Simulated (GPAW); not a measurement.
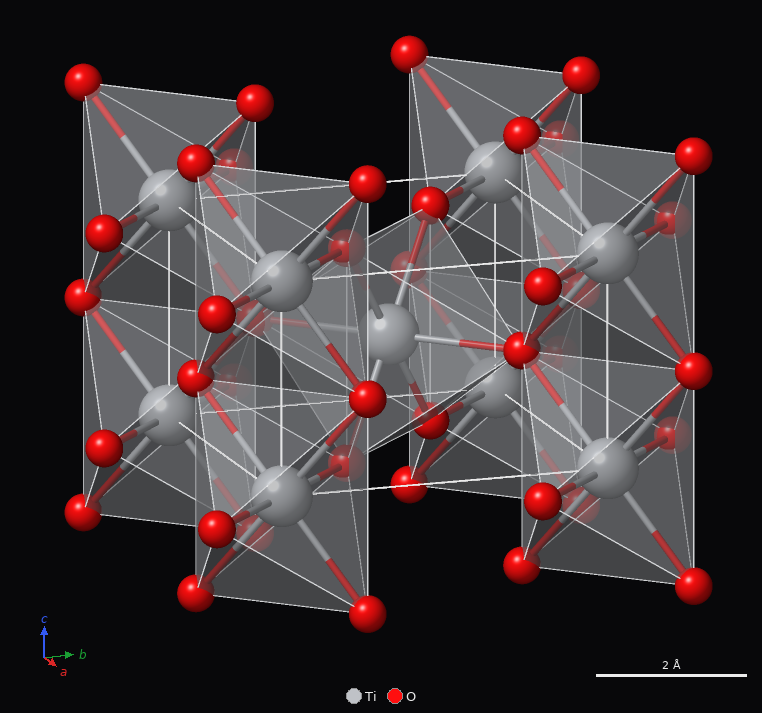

TiO₂, rutile, space group P4₂/mnm (No. 136), a = 4.600 Å, b = 4.600 Å, c = 2.959 Å, α = 90.00°, β = 90.00°, γ = 90.00°. Drawn in the polyhedral manner and seen slightly off an axis. Atoms at the boundary of the conventional unit cell (the box) are drawn once for each face, edge or corner they touch. Some atoms of the next cells are drawn as well. The cell is a structure listed in the Materials Project.

One fixed geometry was run with a growing Hubbard U on Ti d. Alike in all runs: GPAW 26.7.0; functional PBEsol; potentials PAW data sets generated in the run's folder for this functional; cutoff 800 eV; k mesh 4 × 4 × 7 on the run's cell of 6 atoms; occupations fermi-dirac, width 0.05 eV; no spin polarisation; no spin-orbit coupling.

| U (eV) | gap (eV) | pressure (GPa) |
| --- | --- | --- |
| 0 | 1.84 | -1.4 |
| 1 | 1.98 | -0.3 |
| 2 | 2.14 | 0.8 |
| 3 | 2.30 | 2.0 |
| 4 | ? | ? |
| 6 | 2.81 | 5.7 |
| 8 | 3.19 | 8.3 |

Q: Fill in the row that is left out.

A: At U = 4 eV the run gave a gap of 2.47 eV and a pressure of 3.2 GPa. A straight line between the neighbouring rows gives 2.47 eV, which is close.

Total energies at different U can't be compared. Gaps are the least found on the k-mesh, which can miss the band edges.
